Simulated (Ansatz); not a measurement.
# Geometry relaxation of Ti16Si (part 1 of 2)

The run: geometry relaxation of Ti16Si (defect cell, 17 atoms in the cell). Method and program: DFT PBE, scalar-relativistic, plane waves, PAW, no spin polarisation (Ansatz 0.2.0).

The structure derives from a Materials Project entry. It belongs to a series of runs on one base structure; here: Si on a Ti site beside a Ti vacancy, charge +0, atoms relaxed.

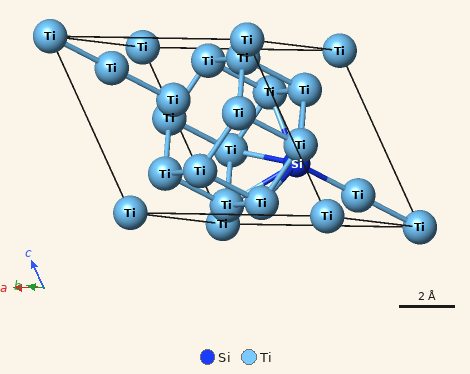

*The starting structure (ball-and-stick view of the cell of the calculation, seen at an oblique angle). An atom can appear more than once, as a periodic image.*

## Input
```yaml
crystal:
  lattice:
    - [2.2897681504, -3.9659947741, 5.6643452958]
    - [2.2897681504, 3.9659947741, 5.6643452958]
    - [-4.5795363009, 0.0, 5.6643452958]
  atoms:
    - { symbol: Si, position: [0.3333333333, 0.3333333333, 0.3333333333] }
    - { symbol: Ti, position: [0.6666666667, 0.6666666667, 0.6666666667] }
    - { symbol: Ti, position: [0.8333333333, 0.8333333333, 0.8333333333] }
    - { symbol: Ti, position: [1.0, 0.0, 0.0] }
    - { symbol: Ti, position: [0.1666666667, 0.1666666667, 0.1666666667] }
    - { symbol: Ti, position: [0.75, 0.4166666667, 0.0833333333] }
    - { symbol: Ti, position: [0.9166666667, 0.5833333333, 0.25] }
    - { symbol: Ti, position: [0.0833333333, 0.75, 0.4166666667] }
    - { symbol: Ti, position: [0.25, 0.9166666667, 0.5833333333] }
    - { symbol: Ti, position: [0.4166666667, 0.0833333333, 0.75] }
    - { symbol: Ti, position: [0.5833333333, 0.25, 0.9166666667] }
    - { symbol: Ti, position: [0.0833333333, 0.4166666667, 0.75] }
    - { symbol: Ti, position: [0.25, 0.5833333333, 0.9166666667] }
    - { symbol: Ti, position: [0.4166666667, 0.75, 0.0833333333] }
    - { symbol: Ti, position: [0.5833333333, 0.9166666667, 0.25] }
    - { symbol: Ti, position: [0.75, 0.0833333333, 0.4166666667] }
    - { symbol: Ti, position: [0.9166666667, 0.25, 0.5833333333] }
basis:
  ecutwfc: 420
  xc_grid: 2
kpoints:
  mp_grid: { grid: [4, 4, 4], shift: [0.5, 0.5, 0.5] }
hamiltonian:
  xc: pbe
scf:
  occupations: { method: gaussian, width: 0.1 }
output:
  forces: true
  stress: false
  eigenvalues: true
  write_density: true
  write_potential: true
  elf: true
  volumetric_format: npy
relax:
  adjacent_minimum: "off"
  f_tol: 0.02
  max_steps: 60
```

Launched with:
```bash
ansatz run input.yaml --threads 4 --pin off --max-ram 10240MiB --backend cpu --events-out ev --progress --plain --runs-dir out
```

## Output
```
Engine: ansatz 0.2.0, x86_64-unknown-linux-gnu
Pseudopotentials: kind: paw
Pseudopotential: Si, paw, valence charge 4, recommended cutoff 420 eV (normal), Si.paw.azcp
Pseudopotential: Ti, paw, valence charge 12, recommended cutoff 420 eV (normal), Ti.paw.azcp
Functional definition: PBE
  parameter kappa = 0.804
  parameter beta = 0.06672455060314922
  exchange = pbe_x(kappa = kappa, mu = beta*pi^2/3)
  correlation = pbe_c(beta = beta)
Crystal: 17 atoms, lattice volume = 308.635 Å³
Basis set: ecut = 420 eV, 6025 PW (Γ), exchange–correlation on 100×100×100 points (8 copies of the dense FFT grid, shifted against one another)
Bands: 118, of which v1, the nominal top of the filled ones, is band 98 counted from 1 (97 counted from 0)
Symmetry: 6 space group operations
Space group: R3m (ITA 160), of the structure as read, at distance tolerance 6.8e-5 Å
k-points: 10 of 64 (time reversal used)
Non-local potential: Si, projectors of the file, l = 0: 2, l = 1: 2, l = 2: 2
Non-local potential: Ti, projectors of the file, l = 0: 3, l = 1: 2, l = 2: 3, l = 3: 1
PAW form: soft (Blöchl's): semilocal exchange-correlation on the pseudo side does not see the compensation charge
PAW one-centre angular grid: Si, 110 points (default); XC on 64 Gauss nodes
PAW one-centre angular grid: Ti, 590 points (default); XC on 64 Gauss nodes
Initial density: superposition of atomic densities (neutral atoms: chi_scale 0, normalization atom), corrected by the library's trained network
Initial wavefunctions: pseudopotential atomic-orbital guess
Functional: x = pbe(κ = 0.804, μ = 0.2195149727645171), c = pbe(β = 0.06672455060314922)
SCF iter   1: F=—  HF=-40628.504786 eV  |F-HF|=—  |Δ(HF+E_count)|=         —  Δρ=8.41e-3  dr2=2.49e-1  ethr=1.77e-3  ⟨swp⟩=7.8  Hψ=4939  notcnv=0
preconditioner: auto → Kerker (q_TF=auto, 2.529 Å⁻¹)  [metal: Δε(μ)=0.006 eV  Ē_g=2.536 eV  σ=0.100 eV  W_gap=0.03  n_scr=76 (ndim 8)  ℏωp=17.4 eV  f_vac=0.001  D(μ)=21.55/eV (n_scr^D=240)]
SCF iter   2: F=—  HF=-40628.474584 eV  |F-HF|=—  |Δ(HF+E_count)|=   3.02e-2  Δρ=3.74e-3  dr2=5.01e-2  ethr=1.27e-4  ⟨swp⟩=1.5  Hψ=1418  notcnv=0
SCF iter   3: F=—  HF=-40628.468565 eV  |F-HF|=—  |Δ(HF+E_count)|=   6.02e-3  Δρ=8.74e-4  dr2=4.58e-3  ethr=2.56e-5  ⟨swp⟩=2.0  Hψ=1407  notcnv=0
SCF iter   4: F=—  HF=-40628.468109 eV  |F-HF|=—  |Δ(HF+E_count)|=   4.56e-4  Δρ=2.00e-4  dr2=2.52e-4  ethr=2.34e-6  ⟨swp⟩=2.0  Hψ=1462  notcnv=0  defer=11
SCF iter   5: F=—  HF=-40628.468098 eV  |F-HF|=—  |Δ(HF+E_count)|=   1.07e-5  Δρ=7.55e-5  dr2=4.23e-5  ethr=1.29e-7  ⟨swp⟩=2.0  Hψ=1465  notcnv=0  defer=37
SCF iter   6: F=-40628.468097 eV  HF=-40628.468099 eV  |F-HF|=2.24e-6  |Δ(HF+E_count)|=   1.18e-6  Δρ=3.28e-5  dr2=8.95e-6  ethr=5.10e-9  ⟨swp⟩=18.6  Hψ=10531  notcnv=0
SCF 1 converged in 6 iterations: F = -40628.468097 eV  dr2 = 8.95e-6
  greatest PAW one-centre occupation: 0.999 electrons in one spin orbital (limit 2), on the Ti atom at site 3 (counted from 0), in its partial waves of l = 0
relax step   1: F+E_penalty+E_count = -40628.46809721 eV  Δ(F+E_penalty+E_count) = +0.000e0 eV  max|allowed force component| = 4.235e-1 eV/Å  Δτ_max = 0.0000 Å  (6 SCF iters, dr2 threshold 1.00e-5 eV, accepted)
Initial density: handed on by an earlier stage of this run
Initial wavefunctions: those handed on with the density
iter 1 solved again at ethr=4.65e-4 eV; its pass at ethr=3.10e-3 eV (dr2=9.11e-1 eV) is discarded
SCF iter   1: F=—  HF=-40628.677333 eV  |F-HF|=—  |Δ(HF+E_count)|=         —  Δρ=9.09e-3  dr2=9.14e-1  ethr=4.65e-4  ⟨swp⟩=1.0  Hψ=3457  notcnv=0  defer=84
preconditioner: auto → Kerker (q_TF=auto, 2.529 Å⁻¹)  [metal: Δε(μ)=0.016 eV  Ē_g=2.572 eV  σ=0.100 eV  W_gap=0.09  n_scr=76 (ndim 8)  ℏωp=17.4 eV  f_vac=0.003  D(μ)=19.09/eV (n_scr^D=186)]
SCF iter   2: F=—  HF=-40628.589961 eV  |F-HF|=—  |Δ(HF+E_count)|=   8.74e-2  Δρ=4.70e-3  dr2=3.11e-1  ethr=4.65e-4  ⟨swp⟩=1.3  Hψ=1096  notcnv=0  defer=84
SCF iter   3: F=—  HF=-40628.535935 eV  |F-HF|=—  |Δ(HF+E_count)|=   5.40e-2  Δρ=8.97e-4  dr2=1.10e-2  ethr=1.58e-4  ⟨swp⟩=2.0  Hψ=1429  notcnv=0  defer=84
SCF iter   4: F=—  HF=-40628.533566 eV  |F-HF|=—  |Δ(HF+E_count)|=   2.37e-3  Δρ=3.11e-4  dr2=8.41e-4  ethr=5.63e-6  ⟨swp⟩=2.0  Hψ=1538  notcnv=0  defer=87
SCF iter   5: F=—  HF=-40628.533429 eV  |F-HF|=—  |Δ(HF+E_count)|=   1.37e-4  Δρ=1.39e-4  dr2=1.72e-4  ethr=4.29e-7  ⟨swp⟩=2.0  Hψ=1448  notcnv=0  defer=87
SCF iter   6: F=—  HF=-40628.533409 eV  |F-HF|=—  |Δ(HF+E_count)|=   2.02e-5  Δρ=5.61e-5  dr2=2.61e-5  ethr=8.75e-8  ⟨swp⟩=2.0  Hψ=1379  notcnv=0  defer=87
SCF iter   7: F=-40628.533408 eV  HF=-40628.533408 eV  |F-HF|=8.23e-7  |Δ(HF+E_count)|=   3.39e-7  Δρ=2.11e-5  dr2=3.17e-6  ethr=5.72e-9  ⟨swp⟩=19.7  Hψ=10838  notcnv=0
SCF 2 converged in 7 iterations: F = -40628.533408 eV  dr2 = 3.17e-6
relax step   2: F+E_penalty+E_count = -40628.53340762 eV  Δ(F+E_penalty+E_count) = -6.531e-2 eV  max|allowed force component| = 3.147e-1 eV/Å  Δτ_max = 0.0871 Å  (7 SCF iters, dr2 threshold 1.12e-5 eV, accepted)
SCF iter   1: F=—  HF=-40628.609355 eV  |F-HF|=—  |Δ(HF+E_count)|=         —  Δρ=4.83e-3  dr2=2.84e-1  ethr=8.88e-4  ⟨swp⟩=3.0  Hψ=1965  notcnv=0  defer=84
preconditioner: auto → Kerker (q_TF=auto, 2.529 Å⁻¹)  [metal: Δε(μ)=0.004 eV  Ē_g=2.550 eV  σ=0.100 eV  W_gap=0.02  n_scr=76 (ndim 8)  ℏωp=17.4 eV  f_vac=0.002  D(μ)=21.20/eV (n_scr^D=216)]
SCF iter   2: F=—  HF=-40628.589672 eV  |F-HF|=—  |Δ(HF+E_count)|=   1.97e-2  Δρ=1.99e-3  dr2=6.49e-2  ethr=1.45e-4  ⟨swp⟩=1.2  Hψ=1365  notcnv=0  defer=79
SCF iter   3: F=—  HF=-40628.581380 eV  |F-HF|=—  |Δ(HF+E_count)|=   8.29e-3  Δρ=5.52e-4  dr2=3.48e-3  ethr=3.31e-5  ⟨swp⟩=2.0  Hψ=1384  notcnv=0  defer=79
SCF iter   4: F=—  HF=-40628.580468 eV  |F-HF|=—  |Δ(HF+E_count)|=   9.12e-4  Δρ=1.46e-4  dr2=1.83e-4  ethr=1.78e-6  ⟨swp⟩=2.0  Hψ=1451  notcnv=0  defer=79
SCF iter   5: F=—  HF=-40628.580449 eV  |F-HF|=—  |Δ(HF+E_count)|=   1.88e-5  Δρ=4.55e-5  dr2=1.21e-5  ethr=9.36e-8  ⟨swp⟩=2.0  Hψ=1482  notcnv=0  defer=79
SCF iter   6: F=-40628.580446 eV  HF=-40628.580448 eV  |F-HF|=1.63e-6  |Δ(HF+E_count)|=   1.39e-6  Δρ=1.89e-5  dr2=3.03e-6  ethr=3.16e-9  ⟨swp⟩=18.5  Hψ=10042  notcnv=0
SCF 3 converged in 6 iterations: F = -40628.580446 eV  dr2 = 3.03e-6
relax step   3: F+E_penalty+E_count = -40628.58044618 eV  Δ(F+E_penalty+E_count) = -4.704e-2 eV  max|allowed force component| = 8.299e-2 eV/Å  Δτ_max = 0.0388 Å  (6 SCF iters, dr2 threshold 6.19e-6 eV, accepted)
SCF iter   1: F=—  HF=-40628.589084 eV  |F-HF|=—  |Δ(HF+E_count)|=         —  Δρ=2.28e-3  dr2=5.84e-2  ethr=1.59e-4  ⟨swp⟩=2.0  Hψ=1818  notcnv=0  defer=72
preconditioner: auto → Kerker (q_TF=auto, 2.529 Å⁻¹)  [metal: Δε(μ)=0.008 eV  Ē_g=2.554 eV  σ=0.100 eV  W_gap=0.05  n_scr=76 (ndim 8)  ℏωp=17.4 eV  f_vac=0.002  D(μ)=21.22/eV (n_scr^D=216)]
SCF iter   2: F=—  HF=-40628.585330 eV  |F-HF|=—  |Δ(HF+E_count)|=   3.75e-3  Δρ=8.41e-4  dr2=1.04e-2  ethr=2.98e-5  ⟨swp⟩=1.0  Hψ=1360  notcnv=0  defer=72
SCF iter   3: F=—  HF=-40628.584265 eV  |F-HF|=—  |Δ(HF+E_count)|=   1.06e-3  Δρ=2.36e-4  dr2=3.57e-4  ethr=5.30e-6  ⟨swp⟩=2.0  Hψ=1368  notcnv=0  defer=72
SCF iter   4: F=—  HF=-40628.584083 eV  |F-HF|=—  |Δ(HF+E_count)|=   1.82e-4  Δρ=5.69e-5  dr2=3.08e-5  ethr=1.82e-7  ⟨swp⟩=2.0  Hψ=1447  notcnv=0  defer=72
SCF iter   5: F=—  HF=-40628.584081 eV  |F-HF|=—  |Δ(HF+E_count)|=   2.05e-6  Δρ=1.47e-5  dr2=9.37e-7  ethr=1.57e-8  ⟨swp⟩=2.0  Hψ=1384  notcnv=0  defer=72
SCF iter   6: F=-40628.584081 eV  HF=-40628.584081 eV  |F-HF|=8.05e-8  |Δ(HF+E_count)|=   7.57e-8  Δρ=5.44e-6  dr2=1.38e-7  ethr=2.44e-10  ⟨swp⟩=15.8  Hψ=8146  notcnv=0
SCF 4 converged in 6 iterations: F = -40628.584081 eV  dr2 = 1.38e-7
relax step   4: F+E_penalty+E_count = -40628.58408087 eV  Δ(F+E_penalty+E_count) = -3.635e-3 eV  max|allowed force component| = 2.692e-2 eV/Å  Δτ_max = 0.0111 Å  (6 SCF iters, dr2 threshold 4.79e-7 eV, accepted)
SCF iter   1: F=—  HF=-40628.584435 eV  |F-HF|=—  |Δ(HF+E_count)|=         —  Δρ=3.61e-4  dr2=1.43e-3  ethr=1.23e-5  ⟨swp⟩=2.0  Hψ=1522  notcnv=0
preconditioner: auto → Kerker (q_TF=auto, 2.529 Å⁻¹)  [metal: Δε(μ)=0.003 eV  Ē_g=2.551 eV  σ=0.100 eV  W_gap=0.02  n_scr=76 (ndim 8)  ℏωp=17.4 eV  f_vac=0.002  D(μ)=21.09/eV (n_scr^D=216)]
SCF iter   2: F=—  HF=-40628.584360 eV  |F-HF|=—  |Δ(HF+E_count)|=   7.48e-5  Δρ=1.50e-4  dr2=2.91e-4  ethr=7.28e-7  ⟨swp⟩=1.0  Hψ=1360  notcnv=0
SCF iter   3: F=—  HF=-40628.584334 eV  |F-HF|=—  |Δ(HF+E_count)|=   2.57e-5  Δρ=3.38e-5  dr2=7.54e-6  ethr=1.49e-7  ⟨swp⟩=2.0  Hψ=1348  notcnv=0
SCF iter   4: F=—  HF=-40628.584202 eV  |F-HF|=—  |Δ(HF+E_count)|=   1.32e-4  Δρ=8.01e-6  dr2=6.85e-7  ethr=3.85e-9  ⟨swp⟩=2.0  Hψ=1442  notcnv=0
iter 5 did not close the SCF: its close was put off for the readings that it lacked (scf_convergence_deferred on its scf_iter line)
SCF iter   5: F=-40628.584202 eV  HF=-40628.584202 eV  |F-HF|=3.60e-8  |Δ(HF+E_count)|=   6.44e-8  Δρ=3.06e-6  dr2=7.80e-8  ethr=3.50e-10  ⟨swp⟩=2.0  Hψ=1378  notcnv=0
SCF iter   6: F=-40628.584202 eV  HF=-40628.584202 eV  |F-HF|=3.97e-9  |Δ(HF+E_count)|=   1.11e-8  Δρ=1.34e-6  dr2=1.33e-8  ethr=3.98e-11  ⟨swp⟩=11.4  Hψ=6919  notcnv=0
SCF 5 converged in 6 iterations: F = -40628.584202 eV  dr2 = 1.33e-8
relax step   5: F+E_penalty+E_count = -40628.58420224 eV  Δ(F+E_penalty+E_count) = -1.214e-4 eV  max|allowed force component| = 4.757e-3 eV/Å  Δτ_max = 0.0036 Å  (6 SCF iters, accepted)
```

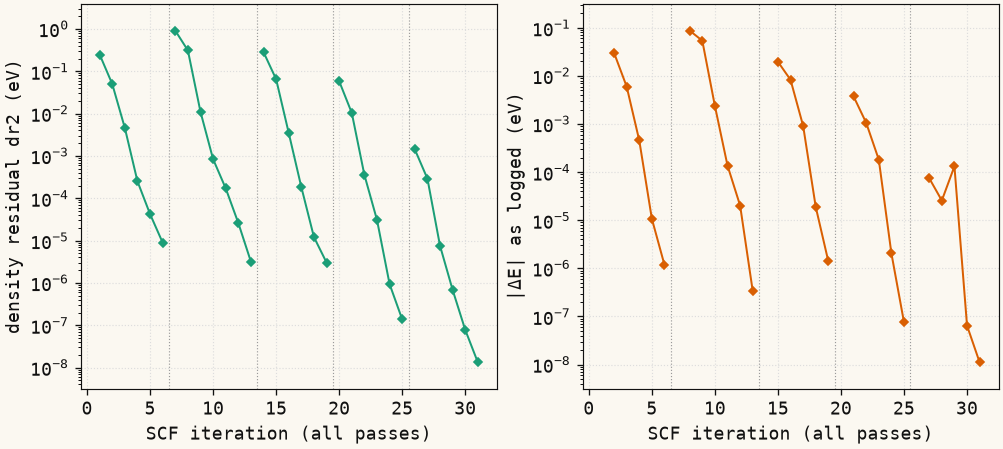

*Convergence of the self-consistent field: density residual dr2 and size of the energy change against the SCF iteration. The dotted lines part the SCF passes of the relaxation: geometry steps, rejected trials and re-solves on a re-selected basis.*

The 5 passes take 6 to 7 iterations each, 31 in all.

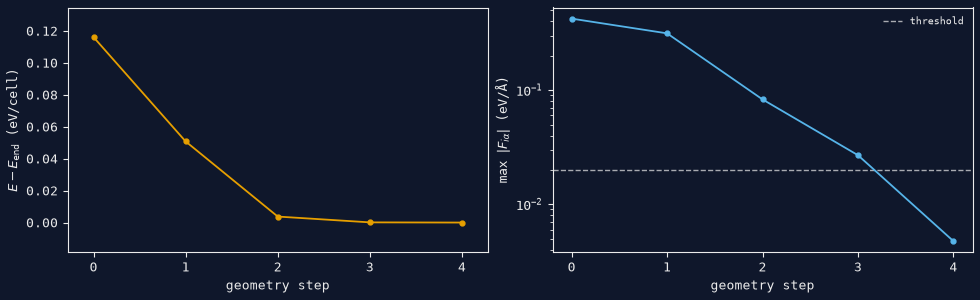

*Progress of the relaxation, step by step (the first geometry is step 0 here and step 1 in the log).*

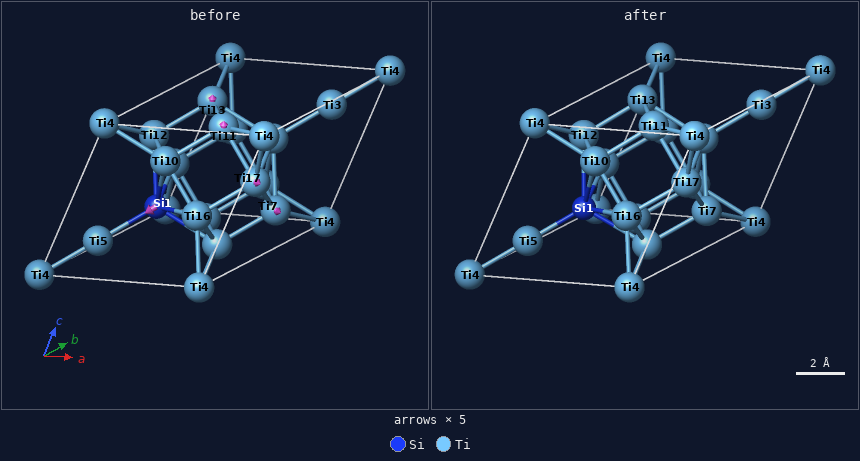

*Before (left) and after (right) the relaxation, at one scale (ball-and-stick view of the cell of the calculation, seen at an oblique angle). The pink arrows give the displacements, magnified 5 times.*

Over 4 geometry steps the energy falls by 0.116 eV per cell of the calculation. Largest force component: 0.42 eV/Å at the start, 0.0048 eV/Å at the end. The atom that moves furthest is Si1 (0.12 Å). By element the largest moves are Si 0.12 Å, Ti 0.06 Å. The cell stays as it was. Distances before and after: Si1–Ti11 2.999 → 2.895 Å, Si1–Ti5 2.832 → 2.729 Å, Ti11–Ti15 2.644 → 2.555 Å, Ti11–Ti17 2.644 → 2.730 Å. (Atoms are counted from 1 in the order of the input.)

```
SCF converged after 6 iterations
Free energy (F): -40628.584202 eV
Harris-Foulkes:  -40628.584202 eV  (|F-HF|=3.97e-9)
Internal energy: -40628.478723 eV  (E = F + TS)
E sigma→0 (E₀):  -40628.531462 eV
Entropy (-TS):   -0.105480 eV (-6.205 meV/atom)
Fermi energy:    12.171713 eV
--- Per-component energies (eV) ---
  E_band       = -2692.212313
  E_kinetic    = 4396.546555
  E_local      = -14899.188335  (includes V_loc(G=0)·N_el)
  E_nonlocal   = 162.169962
  E_hartree    = 6192.551321
  E_xc         = -1611.011012
  E_vxc        = -1993.014916  (∫ρ·V_xc dr)
  E_paw        = -17278.409874  (= ΣΔE_a)
  E_vpaw       = -2743.831280  (= ΣTr[D̂ρ^β])
  E_aug_tail   = 0.001982  (compensation charges beyond the density's cutoff)
  E_ewald      = -17591.139321
  E_smearing   = -0.105480  (= −TS)
  E_closure    = 0.000000  (closes the sum)
  Σ components = -40628.584202   (vs F -40628.584202, Δ=0.00e0)
--- Forces (eV/Å), atoms counted from 1 ---
  atom   1  Si    -0.00000000     0.00000000     0.00126451
  atom   2  Ti    -0.00000000     0.00000000     0.00286238
  atom   3  Ti    -0.00000000    -0.00000000     0.00074916
  atom   4  Ti    -0.00000000     0.00000000     0.00138691
  atom   5  Ti     0.00000000    -0.00000000    -0.00475786
  atom   6  Ti     0.00034859     0.00049128     0.00002170
  atom   7  Ti     0.00232607    -0.00097508    -0.00027465
  atom   8  Ti    -0.00059976     0.00005625     0.00002170
  atom   9  Ti    -0.00031859     0.00250198    -0.00027465
  atom  10  Ti     0.00025117    -0.00054753     0.00002170
  atom  11  Ti    -0.00200749    -0.00152690    -0.00027465
  atom  12  Ti     0.00025117     0.00054753     0.00002170
  atom  13  Ti    -0.00200749     0.00152690    -0.00027465
  atom  14  Ti     0.00034859    -0.00049128     0.00002170
  atom  15  Ti     0.00232607     0.00097508    -0.00027465
  atom  16  Ti    -0.00059976    -0.00005625     0.00002170
  atom  17  Ti    -0.00031859    -0.00250198    -0.00027465
  max |Σ_I F_I| component: 1.26e-5 eV/Å
--- Band table (eV; the first three rows and the last of 10) ---
  k-point 0: bands = ["-44.6163", "-44.5569", "-44.5219", "-44.4773", "-44.4300", "-44.3570", "-44.3570", "-44.3508", "-44.3508", "-44.3426", "-44.2776", "-44.2776", "-44.2685", "-44.2413", "-44.2413", "-44.1637", "-21.0712", "-21.0375", "-20.9747", "-20.9426", "-20.9386", "-20.9386", "-20.9171", "-20.9171", "-20.9016", "-20.8947", "-20.8947", "-20.8776", "-20.8776", "-20.8525", "-20.8293", "-20.8293", "-20.8151", "-20.8151", "-20.7377", "-20.7347", "-20.7096", "-20.7096", "-20.6585", "-20.6475", "-20.6475", "-20.6344", "-20.6344", "-20.5847", "-20.5847", "-20.5820", "-20.5754", "-20.5754", "-20.5146", "-20.5146", "-20.4852", "-20.4852", "-20.4323", "-20.4213", "-20.4213", "-20.3469", "-20.3393", "-20.3393", "-20.3368", "-20.2658", "-20.2538", "-20.2482", "-20.2482", "-20.1504", "4.1414", "7.2187", "8.6871", "8.6871", "8.8910", "9.4443", "9.7001", "9.7798", "9.7798", "9.9697", "10.2106", "10.2106", "10.4965", "10.4965", "10.5126", "10.6125", "10.6125", "10.8878", "11.0102", "11.0604", "11.0604", "11.2353", "11.2997", "11.2997", "11.4297", "11.6842", "11.6842", "11.7313", "11.7313", "11.9631", "12.0256", "12.0256", "12.1563", "12.1563", "12.3218", "12.3255", "12.3255", "12.5627", "12.5627", "12.6569", "12.6569", "12.6569", "12.8938", "12.8938", "12.9387", "13.0753", "13.0753", "13.2893", "13.3722", "13.3722", "13.4270", "13.4270", "13.4719", "13.4719"]
```
